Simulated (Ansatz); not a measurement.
TiAl3: geometry relaxation

System: TiAl3 (I4/mmm, 4 atoms in the cell).
Method: DFT PBEsol, scalar-relativistic, plane waves, PAW, no spin polarisation (Ansatz 0.2.0).

The structure derives from a Materials Project entry. Figures and captions count atoms from 1; the log counts them from 0 in places.

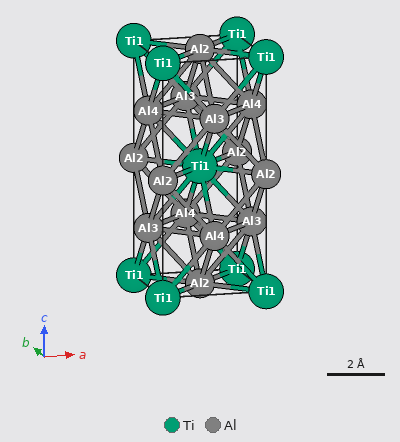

Fig. 1: The structure as given in the input (ball-and-stick view of the cell 2 times as large as that of the calculation, set on its symmetry axes, seen slightly off an axis; atoms are numbered from 1 in the order of the input). An atom can appear more than once, as a periodic image.

**Input**
```yaml
crystal:
  lattice:
    - [-1.9111067713, 1.9111067713, 4.2806687947]
    - [1.9111067713, -1.9111067713, 4.2806687947]
    - [1.9111067713, 1.9111067713, -4.2806687947]
  atoms:
    - { symbol: Ti, position: [0.0, 0.0, 0.0] }
    - { symbol: Al, position: [0.5, 0.5, 0.0] }
    - { symbol: Al, position: [0.75, 0.25, 0.5] }
    - { symbol: Al, position: [0.25, 0.75, 0.5] }
basis:
  ecutwfc: 420
kpoints:
  mp_grid: { grid: [16, 16, 16] }
hamiltonian:
  xc: pbesol
scf:
  occupations: { method: gaussian, width: 0.1 }
output:
  forces: true
  stress: true
  eigenvalues: true
relax:
  adjacent_minimum: "off"
  f_tol: 0.005
  max_steps: 80
  cell: { stress_tol: 0.05 }
```

Run on 1 thread of Intel Xeon @ 2.50GHz (Skylake/Cascade Lake), 189 GiB of memory available, shared host.

Launched with:
```bash
ansatz run input.yaml --threads 1 --pin off --max-ram 2560MiB --backend cpu --events-out ev --progress --plain --runs-dir out
```

**What the program printed**
```
Engine: ansatz 0.2.0, x86_64-unknown-linux-gnu
Pseudopotentials: kind: paw
Pseudopotential: Ti, paw, valence charge 12, recommended cutoff 420 eV (normal), Ti.paw.azcp
Pseudopotential: Al, paw, valence charge 3, recommended cutoff 420 eV (normal), Al.paw.azcp
Functional definition: PBEsol
  exchange = pbesol_x
  correlation = pbesol_c
Crystal: 4 atoms, lattice volume = 62.538 Å³
Basis set: ecut = 420 eV, 1203 PW (Γ), exchange–correlation on 72×72×72 points (8 copies of the dense FFT grid, shifted against one another)
Bands: 15, of which v1, the nominal top of the filled ones, is band 11 counted from 1 (10 counted from 0)
Symmetry: 16 space group operations
Space group: I4/mmm (ITA 139), of the structure as read, at distance tolerance 4.0e-5 Å
k-points: 349 of 4096
Non-local potential: Ti, projectors of the file, l = 0: 3, l = 1: 2, l = 2: 3, l = 3: 1
Non-local potential: Al, projectors of the file, l = 0: 2, l = 1: 2, l = 2: 1
PAW form: soft (Blöchl's): semilocal exchange-correlation on the pseudo side does not see the compensation charge
PAW frozen core: Ti, regenerated for the run's functional, and the local potential with it (the file was generated under x = pbe(κ = 0.804, μ = 0.2195149727645171), c = pbe(β = 0.06672455060314922))
PAW frozen core: Al, regenerated for the run's functional, and the local potential with it (the file was generated under x = pbe(κ = 0.804, μ = 0.2195149727645171), c = pbe(β = 0.06672455060314922))
PAW one-centre angular grid: Ti, 590 points (default); XC on 64 Gauss nodes
PAW one-centre angular grid: Al, 110 points (default); XC on 64 Gauss nodes
Initial density: superposition of atomic densities (neutral atoms: chi_scale 0, normalization atom), corrected by the library's trained network
Initial wavefunctions: pseudopotential atomic-orbital guess
Functional: x = pbesol(κ = 0.804, μ = 0.12345679012345678), c = pbesol(β = 0.046)
SCF iter   1: F=—  HF=-4049.165768 eV  |F-HF|=—  |Δ(HF+E_count)|=         —  Δρ=5.16e-3  dr2=1.81e-2  ethr=1.77e-3  ⟨swp⟩=5.4  Hψ=30298  notcnv=0
preconditioner: auto → Kerker (q_TF=auto, 2.275 Å⁻¹)  [metal: Δε(μ)=0.011 eV  Ē_g=5.569 eV  σ=0.100 eV  W_gap=0.06  n_scr=10 (ndim 8)  ℏωp=16.9 eV  f_vac=0.000  D(μ)=1.70/eV (n_scr^D=10)]
SCF iter   2: F=—  HF=-4049.162726 eV  |F-HF|=—  |Δ(HF+E_count)|=   3.04e-3  Δρ=2.03e-3  dr2=2.72e-3  ethr=8.63e-5  ⟨swp⟩=2.0  Hψ=8952  notcnv=0  defer=5
SCF iter   3: F=—  HF=-4049.162244 eV  |F-HF|=—  |Δ(HF+E_count)|=   4.82e-4  Δρ=4.54e-4  dr2=1.72e-4  ethr=1.30e-5  ⟨swp⟩=2.2  Hψ=6487  notcnv=0  defer=5
SCF iter   4: F=—  HF=-4049.162201 eV  |F-HF|=—  |Δ(HF+E_count)|=   4.22e-5  Δρ=4.77e-5  dr2=1.91e-6  ethr=8.18e-7  ⟨swp⟩=2.3  Hψ=7029  notcnv=0  defer=5
SCF iter   5: F=—  HF=-4049.162209 eV  |F-HF|=—  |Δ(HF+E_count)|=   8.11e-6  Δρ=1.22e-5  dr2=8.07e-8  ethr=9.09e-9  ⟨swp⟩=2.3  Hψ=7233  notcnv=0  defer=5
SCF iter   6: F=-4049.162209 eV  HF=-4049.162209 eV  |F-HF|=1.29e-9  |Δ(HF+E_count)|=   4.90e-9  Δρ=2.11e-6  dr2=2.69e-9  ethr=3.84e-10  ⟨swp⟩=2.7  Hψ=19231  notcnv=0
SCF 1 converged in 6 iterations: F = -4049.162209 eV  dr2 = 2.69e-9
  greatest PAW one-centre occupation: 0.999 electrons in one spin orbital (limit 2), on the Ti atom at site 0 (counted from 0), in its partial waves of l = 0
relax step   1: F+E_penalty+E_count = -4049.16220941 eV  Δ(F+E_penalty+E_count) = +0.000e0 eV  max|allowed force component| = 1.735e-18 eV/Å  Δτ_max = 0.0000 Å  P = -0.488 GPa  Ω = 62.538 Å³  (6 SCF iters, dr2 threshold 1.00e-7 eV, accepted)
Crystal: 4 atoms, lattice volume = 62.166 Å³
Initial density: handed on by an earlier stage of this run
Initial wavefunctions: those handed on with the density
iter 1 solved again at ethr=2.45e-7 eV; its pass at ethr=3.10e-3 eV (dr2=5.14e-5 eV) is discarded
SCF iter   1: F=—  HF=-4049.162716 eV  |F-HF|=—  |Δ(HF+E_count)|=         —  Δρ=1.96e-4  dr2=4.86e-5  ethr=2.45e-7  ⟨swp⟩=2.0  Hψ=32597  notcnv=0
preconditioner: auto → Kerker (q_TF=auto, 2.277 Å⁻¹)  [metal: Δε(μ)=0.009 eV  Ē_g=5.561 eV  σ=0.100 eV  W_gap=0.05  n_scr=10 (ndim 8)  ℏωp=17.0 eV  f_vac=0.000  D(μ)=1.71/eV (n_scr^D=10)]
SCF iter   2: F=—  HF=-4049.162707 eV  |F-HF|=—  |Δ(HF+E_count)|=   8.81e-6  Δρ=1.27e-4  dr2=2.07e-5  ethr=2.31e-7  ⟨swp⟩=1.0  Hψ=5235  notcnv=0
iter 3 did not close the SCF: its close was put off for the readings that it lacked (scf_convergence_deferred on its scf_iter line)
SCF iter   3: F=-4049.162698 eV  HF=-4049.162698 eV  |F-HF|=1.78e-7  |Δ(HF+E_count)|=   9.35e-6  Δρ=1.88e-5  dr2=2.79e-7  ethr=9.85e-8  ⟨swp⟩=2.5  Hψ=7458  notcnv=0
iter 4 did not close the SCF: its close was put off for the readings that it lacked (scf_convergence_deferred on its scf_iter line)
SCF iter   4: F=-4049.162698 eV  HF=-4049.162698 eV  |F-HF|=4.79e-9  |Δ(HF+E_count)|=   1.26e-7  Δρ=2.87e-6  dr2=6.99e-9  ethr=1.33e-9  ⟨swp⟩=2.0  Hψ=7419  notcnv=0
iter 5 did not close the SCF: its close was put off for the readings that it lacked (scf_convergence_deferred on its scf_iter line)
SCF iter   5: F=-4049.162698 eV  HF=-4049.162698 eV  |F-HF|=2.56e-10  |Δ(HF+E_count)|=   1.26e-9  Δρ=7.19e-7  dr2=3.51e-10  ethr=3.33e-11  ⟨swp⟩=2.1  Hψ=6313  notcnv=0
SCF iter   6: F=-4049.162698 eV  HF=-4049.162698 eV  |F-HF|=3.27e-11  |Δ(HF+E_count)|=  6.68e-11  Δρ=1.97e-7  dr2=3.62e-11  ethr=1.67e-12  ⟨swp⟩=1.0  Hψ=13589  notcnv=0
SCF 2 converged in 6 iterations: F = -4049.162698 eV  dr2 = 3.62e-11
relax step   2: F+E_penalty+E_count = -4049.16269761 eV  Δ(F+E_penalty+E_count) = -4.882e-4 eV  max|allowed force component| = 2.429e-17 eV/Å  Δτ_max = 0.0000 Å  P = +0.177 GPa  Ω = 62.166 Å³  energy of the carried Pulay correction = +1.143e-4 eV  (6 SCF iters, dr2 threshold 4.00e-7 eV, accepted)
Crystal: 4 atoms, lattice volume = 62.266 Å³
iter 1 solved again at ethr=1.42e-8 eV; its pass at ethr=3.10e-3 eV (dr2=2.99e-6 eV) is discarded
SCF iter   1: F=—  HF=-4049.162722 eV  |F-HF|=—  |Δ(HF+E_count)|=         —  Δρ=6.07e-5  dr2=3.05e-6  ethr=1.42e-8  ⟨swp⟩=2.0  Hψ=32128  notcnv=0
preconditioner: auto → Kerker (q_TF=auto, 2.276 Å⁻¹)  [metal: Δε(μ)=0.008 eV  Ē_g=5.556 eV  σ=0.100 eV  W_gap=0.05  n_scr=10 (ndim 8)  ℏωp=17.0 eV  f_vac=0.000  D(μ)=1.71/eV (n_scr^D=10)]
SCF iter   2: F=—  HF=-4049.162727 eV  |F-HF|=—  |Δ(HF+E_count)|=   4.86e-6  Δρ=3.85e-5  dr2=1.33e-6  ethr=1.42e-8  ⟨swp⟩=1.0  Hψ=5235  notcnv=0
iter 3 did not close the SCF: its close was put off for the readings that it lacked (scf_convergence_deferred on its scf_iter line)
SCF iter   3: F=-4049.162726 eV  HF=-4049.162726 eV  |F-HF|=1.42e-8  |Δ(HF+E_count)|=   6.48e-7  Δρ=5.74e-6  dr2=2.28e-8  ethr=6.34e-9  ⟨swp⟩=2.4  Hψ=7507  notcnv=0
iter 4 did not close the SCF: its close was put off for the readings that it lacked (scf_convergence_deferred on its scf_iter line)
SCF iter   4: F=-4049.162726 eV  HF=-4049.162726 eV  |F-HF|=5.50e-10  |Δ(HF+E_count)|=   1.03e-8  Δρ=1.20e-6  dr2=7.04e-10  ethr=1.08e-10  ⟨swp⟩=2.9  Hψ=8788  notcnv=0
iter 5 did not close the SCF: its close was put off for the readings that it lacked (scf_convergence_deferred on its scf_iter line)
SCF iter   5: F=-4049.162726 eV  HF=-4049.162726 eV  |F-HF|=8.55e-11  |Δ(HF+E_count)|=  4.14e-10  Δρ=3.36e-7  dr2=9.92e-11  ethr=3.35e-12  ⟨swp⟩=2.9  Hψ=9057  notcnv=0
SCF iter   6: F=-4049.162726 eV  HF=-4049.162726 eV  |F-HF|=3.18e-12  |Δ(HF+E_count)|=  2.00e-11  Δρ=7.30e-8  dr2=2.78e-12  ethr=1.00e-12  ⟨swp⟩=1.0  Hψ=12482  notcnv=0
SCF 3 converged in 6 iterations: F = -4049.162726 eV  dr2 = 2.78e-12
relax step   3: F+E_penalty+E_count = -4049.16272591 eV  Δ(F+E_penalty+E_count) = -2.830e-5 eV  max|allowed force component| = 2.602e-18 eV/Å  Δτ_max = 0.0000 Å  P = -0.002 GPa  Ω = 62.266 Å³  energy of the carried Pulay correction = +8.315e-5 eV  (6 SCF iters, dr2 threshold 1.35e-7 eV, accepted)
Initial wavefunctions: pseudopotential atomic-orbital guess (no wavefunctions were taken with the density)
iter 1 solved again at ethr=7.88e-8 eV; its pass at ethr=3.10e-3 eV (dr2=1.65e-5 eV) is discarded
SCF iter   1: F=—  HF=-4049.162637 eV  |F-HF|=—  |Δ(HF+E_count)|=         —  Δρ=3.41e-6  dr2=9.05e-10  ethr=7.88e-8  ⟨swp⟩=2.6  Hψ=43106  notcnv=0
eigensolver tolerance schedule: the retry pair's looser diagonalisation over-reported the residual by 18282.26 of it (diagonalisation noise at 0.87 of the residual, at the tolerance the schedule requests for it); recorded, not acted on — ethr = c·dr2/N_el stays at c = 1.0e-1
SCF iter   2: F=—  HF=-4049.162643 eV  |F-HF|=—  |Δ(HF+E_count)|=   5.74e-6  Δρ=1.79e-6  dr2=2.36e-10  ethr=4.31e-12  ⟨swp⟩=2.2  Hψ=9038  notcnv=0
iter 3 did not close the SCF: its close was put off for the readings that it lacked (scf_convergence_deferred on its scf_iter line)
SCF iter   3: F=-4049.162643 eV  HF=-4049.162643 eV  |F-HF|=9.09e-13  |Δ(HF+E_count)|=  4.97e-10  Δρ=1.57e-7  dr2=7.18e-12  ethr=1.12e-12  ⟨swp⟩=2.4  Hψ=7171  notcnv=0
iter 4 did not close the SCF: its close was put off for the readings that it lacked (scf_convergence_deferred on its scf_iter line)
SCF iter   4: F=-4049.162643 eV  HF=-4049.162643 eV  |F-HF|=9.09e-13  |Δ(HF+E_count)|=  2.73e-12  Δρ=5.45e-8  dr2=1.13e-12  ethr=1.00e-12  ⟨swp⟩=1.0  Hψ=5235  notcnv=0
iter 5 did not close the SCF: its close was put off for the readings that it lacked (scf_convergence_deferred on its scf_iter line)
SCF iter   5: F=-4049.162643 eV  HF=-4049.162643 eV  |F-HF|=4.55e-13  |Δ(HF+E_count)|=  9.09e-13  Δρ=1.09e-8  dr2=1.16e-13  ethr=1.00e-12  ⟨swp⟩=1.0  Hψ=5235  notcnv=0
iter 6 did not close the SCF: its close was put off for the readings that it lacked (scf_convergence_deferred on its scf_iter line)
SCF iter   6: F=-4049.162643 eV  HF=-4049.162643 eV  |F-HF|=4.55e-13  |Δ(HF+E_count)|=  9.09e-13  Δρ=2.18e-9  dr2=3.31e-15  ethr=1.00e-12  ⟨swp⟩=1.0  Hψ=5235  notcnv=0
SCF iter   7: F=-4049.162643 eV  HF=-4049.162643 eV  |F-HF|=9.09e-13  |Δ(HF+E_count)|=  4.55e-13  Δρ=7.16e-10  dr2=3.44e-16  ethr=1.00e-12  ⟨swp⟩=1.0  Hψ=11866  notcnv=0
SCF 4 converged in 7 iterations: F = -4049.162643 eV  dr2 = 3.44e-16
relax step   4: F+E_penalty+E_count = -4049.16264296 eV  Δ(F+E_penalty+E_count) = +8.295e-5 eV  max|allowed force component| = 5.204e-18 eV/Å  Δτ_max = 0.0000 Å  P = -0.005 GPa  Ω = 62.266 Å³  stress off target by 1.87e-2 GPa  SCF on the basis re-selected at this cell (its energy is not comparable with the rows above)  (7 SCF iters)
```

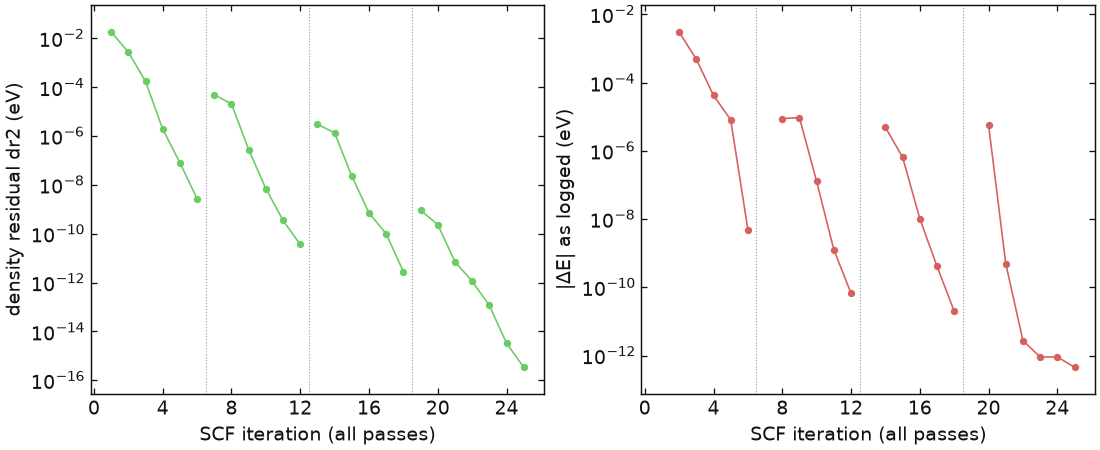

Fig. 2: Convergence of the self-consistent field: density residual dr2 and size of the energy change against the SCF iteration. The dotted lines part the SCF passes of the relaxation: geometry steps, rejected trials and re-solves on a re-selected basis. The passes take 6, 6, 6 and 7 iterations.

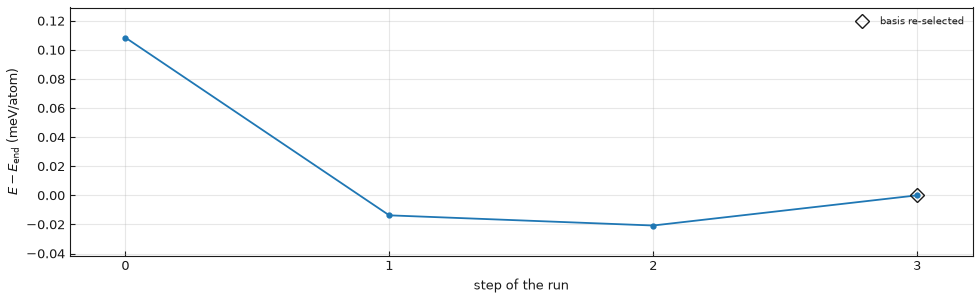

Fig. 3: Progress of the relaxation, step by step (the first geometry is step 0 here and step 1 in the log). The atoms keep their places relative to the cell (all moves are under 0.005 Å). The volume changes by −0.4 %, with a = b 3.822 → 3.816 Å (−0.2 %), c 8.561 → 8.554 Å (−0.1 %). Distances before and after: Ti1–Al2 2.703 → 2.698 Å, Al3–Al4 2.703 → 2.698 Å. The space group stays I4/mmm (No. 139). The energy falls by 0.1 meV per atom in 2 geometry steps. All forces vanish by symmetry, so only the cell relaxes. The pressure goes from −0.49 to 0.00 GPa. A last SCF at the same geometry on a re-selected plane-wave basis shifts the energy by +0.0 meV per atom. (Atoms are counted from 1 in the order of the input.)

```
basis re-selected at this cell: Δ(F+E_penalty+E_count) = +8.295e-5 eV, ΔP = -0.003 GPa vs the last step (what re-selecting the basis moved, of the pressure what is left beyond the Pulay correction that the steps carried, after the strain that the cell walked since its last selection, with what the two solves' SCF thresholds leave and, on support functions, any second-order correction that the steps lacked; it is no measure of the basis error at this ecutwfc). This SCF's stress stands 1.87e-2 GPa from its target on what of the cell is left free (relax.cell.stress_tol is 5.00e-2 GPa) and its largest allowed force component is 5.20e-18 eV/Å (relax.f_tol is 5.00e-3 eV/Å): within both
SCF converged after 7 iterations
Free energy (F): -4049.162643 eV
Harris-Foulkes:  -4049.162643 eV  (|F-HF|=9.09e-13)
Internal energy: -4049.154091 eV  (E = F + TS)
E sigma→0 (E₀):  -4049.158367 eV
Entropy (-TS):   -0.008552 eV (-2.138 meV/atom)
Fermi energy:    9.677248 eV
--- Per-component energies (eV) ---
  E_band       = -149.298406
  E_kinetic    = 344.637500
  E_local      = -1186.796627  (includes V_loc(G=0)·N_el)
  E_nonlocal   = 41.855708
  E_hartree    = 522.489738
  E_xc         = -216.682522
  E_vxc        = -211.270616  (∫ρ·V_xc dr)
  E_paw        = -2387.820465  (= ΣΔE_a)
  E_vpaw       = -182.703951  (= ΣTr[D̂ρ^β])
  E_aug_tail   = 0.000104  (compensation charges beyond the density's cutoff)
  E_ewald      = -1167.034328
  E_core_change = 0.196801  (= ΣΔE_core)
  E_smearing   = -0.008552  (= −TS)
  E_closure    = 0.000000  (closes the sum)
  Σ components = -4049.162643   (vs F -4049.162643, Δ=0.00e0)
--- Forces (eV/Å), atoms counted from 1 ---
  atom   1  Ti     0.00000000     0.00000000    -0.00000000
  atom   2  Al    -0.00000000     0.00000000    -0.00000000
  atom   3  Al     0.00000000     0.00000000     0.00000000
  atom   4  Al    -0.00000000     0.00000000     0.00000000
  max |Σ_I F_I| component: 6.94e-18 eV/Å
--- Stress (GPa, compression-positive) ---
        0.002498       0.000000      -0.000000
        0.000000       0.002498      -0.000000
       -0.000000       0.000000      -0.018714
  P = ⅓ Tr σ = -0.0046 GPa (-0.046 kbar)
--- Band table (eV; the first three rows and the last of 349) ---
  k-point 0: bands = ["-46.4954", "-22.9224", "-22.9224", "-22.8453", "-0.4617", "6.7970", "7.0410", "8.2396", "8.4429", "8.4429", "10.5243", "11.4402", "11.4402", "11.9005", "12.1845"]
  k-point 1: bands = ["-46.4953", "-22.9236", "-22.9234", "-22.8452", "-0.3795", "6.8668", "6.9898", "8.1520", "8.1888", "8.4419", "10.1393", "11.5291", "11.5664", "11.7634", "12.4194"]
  k-point 2: bands = ["-46.4950", "-22.9267", "-22.9261", "-22.8447", "-0.1346", "6.8488", "7.0644", "7.6197", "7.9360", "8.4373", "9.3697", "11.5995", "11.7206", "11.7234", "12.7570"]
  k-point 348: bands = ["-46.4954", "-22.9227", "-22.9227", "-22.8485", "1.1680", "2.0630", "7.6526", "8.7670", "8.7670", "9.4262", "10.3830", "10.3830", "10.6455", "12.7468", "14.4998"]
--- Relaxed structure (3 steps of the walk, 3 accepted, 1 SCFs on fresh bases) ---
  F+E_penalty+E_count = -4049.16264296 eV   max|allowed force component| = 5.204e-18 eV/Å   (the final SCF, on the basis selected at the relaxed cell)
  cell:  # Å, volume = 62.2663 Å³
    - [-1.9077740733810142, 1.9077740733810142, 4.276996808002858]
    - [1.9077740733810142, -1.9077740733810142, 4.276996808002858]
    - [1.9077740733810142, 1.9077740733810142, -4.276996808002858]
  atoms:
    - { symbol: Ti, position: [-1.9682740802977553e-36, 4.126322547962519e-71, -1.9682740802977553e-36] }
    - { symbol: Al, position: [0.5, 0.5, -4.8024620555116447e-35] }
    - { symbol: Al, position: [0.75, 0.25, 0.5] }
    - { symbol: Al, position: [0.25, 0.75, 0.5] }
```

**Trajectory as extended XYZ (Å, eV, eV/Å), 4 frames, from step=1 to step=4**
```
4
Lattice="-1.9111 1.9111 4.2807 1.9111 -1.9111 4.2807 1.9111 1.9111 -4.2807" Properties=species:S:1:pos:R:3:forces:R:3 step=1 energy=-4049.16221 pressure_GPa=-0.49
Ti    0.0000    0.0000    0.0000    0.0000   0.0000   0.0000
Al    0.0000    0.0000    4.2807    0.0000   0.0000   0.0000
Al    0.0000    1.9111    2.1403    0.0000   0.0000   0.0000
Al    1.9111    0.0000    2.1403    0.0000   0.0000   0.0000
4
Lattice="-1.9071 1.9071 4.2730 1.9071 -1.9071 4.2730 1.9071 1.9071 -4.2730" Properties=species:S:1:pos:R:3:forces:R:3 step=2 energy=-4049.16270 pressure_GPa=0.18
Ti    0.0000    0.0000    0.0000    0.0000   0.0000   0.0000
Al    0.0000    0.0000    4.2730    0.0000   0.0000   0.0000
Al    0.0000    1.9071    2.1365    0.0000   0.0000   0.0000
Al    1.9071    0.0000    2.1365    0.0000   0.0000   0.0000
4
Lattice="-1.9078 1.9078 4.2770 1.9078 -1.9078 4.2770 1.9078 1.9078 -4.2770" Properties=species:S:1:pos:R:3:forces:R:3 step=3 energy=-4049.16273 pressure_GPa=-0.00
Ti    0.0000    0.0000    0.0000    0.0000   0.0000   0.0000
Al    0.0000    0.0000    4.2770    0.0000   0.0000   0.0000
Al    0.0000    1.9078    2.1385    0.0000   0.0000   0.0000
Al    1.9078    0.0000    2.1385    0.0000   0.0000   0.0000
4
Lattice="-1.9078 1.9078 4.2770 1.9078 -1.9078 4.2770 1.9078 1.9078 -4.2770" Properties=species:S:1:pos:R:3:forces:R:3 step=4 energy=-4049.16264 pressure_GPa=-0.00
Ti    0.0000    0.0000    0.0000    0.0000   0.0000   0.0000
Al    0.0000    0.0000    4.2770    0.0000   0.0000   0.0000
Al    0.0000    1.9078    2.1385    0.0000   0.0000   0.0000
Al    1.9078    0.0000    2.1385    0.0000   0.0000   0.0000
```

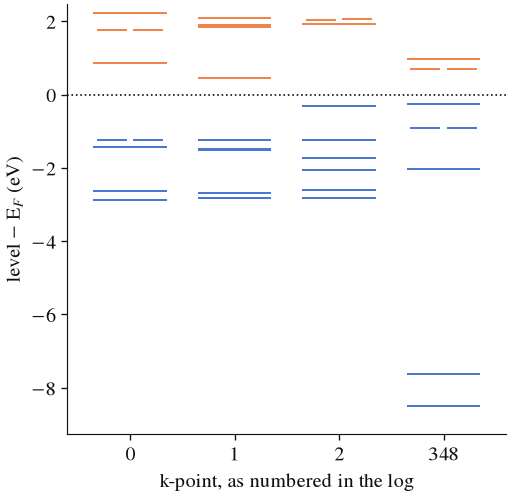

Fig. 4: Kohn–Sham levels near the Fermi level (dotted) at the few k-points that the log prints; levels within 0.02 eV of each other stand side by side. The system is metallic on the full mesh.

**Key numbers**

- outcome: converged
- space group (tolerance 0.01 Å): I4/mmm (139)
- electrons treated: 21
- free energy: −4049.1626 eV
- Fermi energy: 9.677 eV
- gap on the k-point mesh: none (metallic)
- pressure: 0.00 GPa
- final volume: 62.27 Å³
- largest force (length of the vector) at the end: under 0.001 eV/Å
- final cell: a = 5.057 Å, b = 5.057 Å, c = 5.057 Å, α = 135.67°, β = 135.67°, γ = 64.49°
- wall time: 2.6 min
- peak memory: 0.62 GiB
